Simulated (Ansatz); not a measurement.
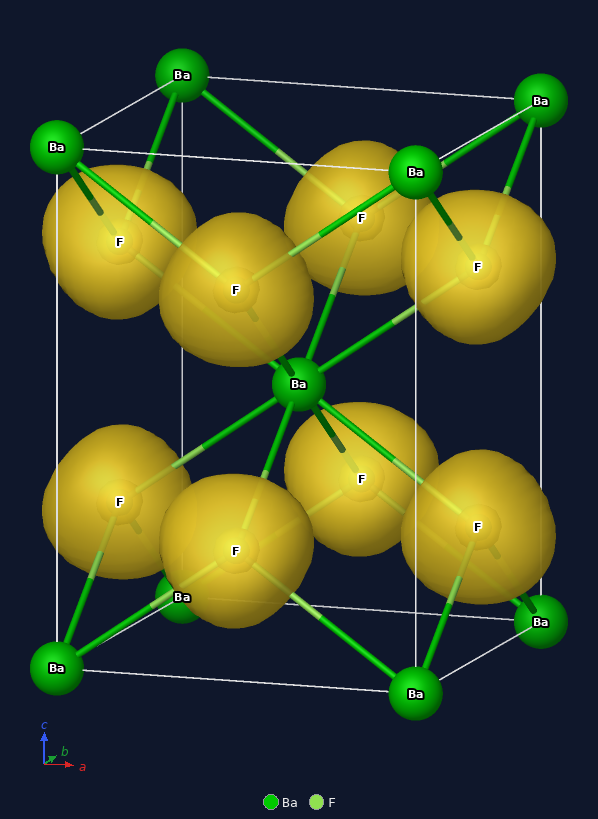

Figure 1: BaF₂. Isosurface of the ELF at 0.65 (yellow), seen slightly off an axis. Core shells and regions of very low density are left out. Sticks mark near contacts.

Space group I4/mmm; started from the fluorite prototype, which need not be the ambient phase; changed on purpose from its base cell (uniaxial x strain -1.0%).

All numbers below come from DFT, r2SCAN, plane waves, PAW in Ansatz 0.2.0.

Core electrons are frozen (PAW), and the valence fields are smoothed inside the atomic spheres.

Q: Describe the localisation domains.

A: The surface consists of four regions wrapped around F (the valence shell of each), counted in one cell of 6 atoms. Any copies at cell faces, edges or corners count once. Profiles from the grid: Ba–F (2.67 Å): the ELF is about 0.15 at the midpoint (an ionic contact with no shared pair).

Q: Does the calculation make it a metal, or give it a gap?

A: It is gapped, with a Kohn–Sham gap of 7.4 eV on the k-point mesh (the band edges may lie off the mesh, which would make the gap smaller).
